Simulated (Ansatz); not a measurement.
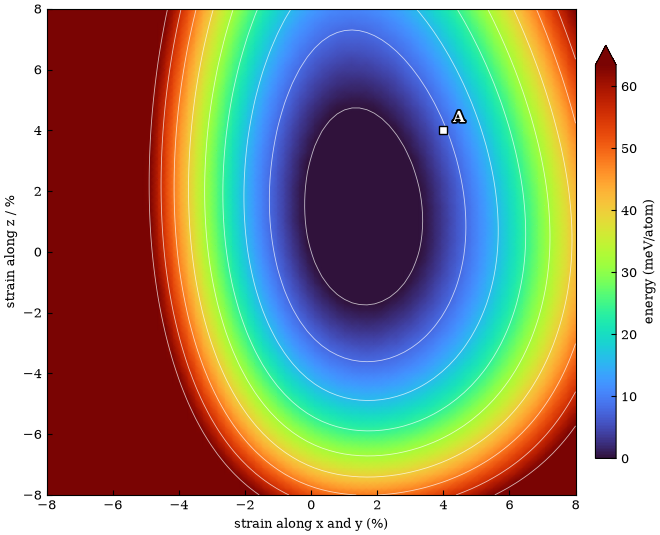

Mg (P6/mmm, No. 191; 1 atom in the cell). The cell is strained homogeneously, by one strain along x and y and another along z, with fractional coordinates fixed (x along [1 0 0], z along [0 0 1] of the conventional cell). The first coordinate is: strain along x and y; the second: strain along z. The scan uses a 5 × 5 grid. Energies: meV/atom, counted from the lowest grid point. The reference cell is the one listed in the database, not relaxed at this level. Theory: DFT PBE, scalar-relativistic, plane waves, PAW in Ansatz 0.2.0. Settings: cutoff 420 eV, k-mesh 18×18×16 in the order of the run's cell vectors, gaussian smearing 0.15 eV, no spin polarisation.

In the figure: a smooth colour map with a few white contour lines, one colour for all values above the top of the scale, the point A. Between grid points the surface is interpolated.

> Which way does the force act at A, and how strong is it?

A, at strain along x and y = 4 %, strain along z = 4 %, is not a stationary point. The computed force is 6.4 meV/atom for each 1 % towards smaller values of strain along x and y and 2.4 meV/atom for each 1 % towards smaller values of strain along z.
